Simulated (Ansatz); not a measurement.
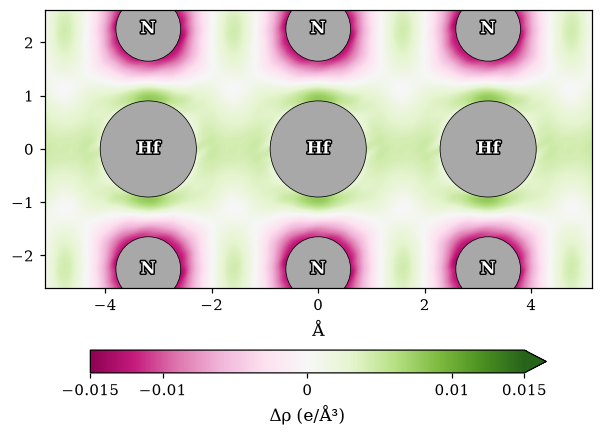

HfN. Difference of the valence pseudo-densities of two functionals at the same geometry, on the (101̄) plane of the calculation cell: HSE06 less r2SCAN0.

Space group Fm-3m.

Both computed with Ansatz (plane waves, PAW), on the same k-point mesh. Grey discs cover the atomic cores.

Where does the change of functional move the electrons?

Against r2SCAN0, HSE06 gives less density around N (−0.009 e/Å³ on average at 0.8 Å from the nucleus) and a change of +0.005 e/Å³ at the midpoint of Hf–N and +0.004 e/Å³ at the midpoint of Hf–Hf.
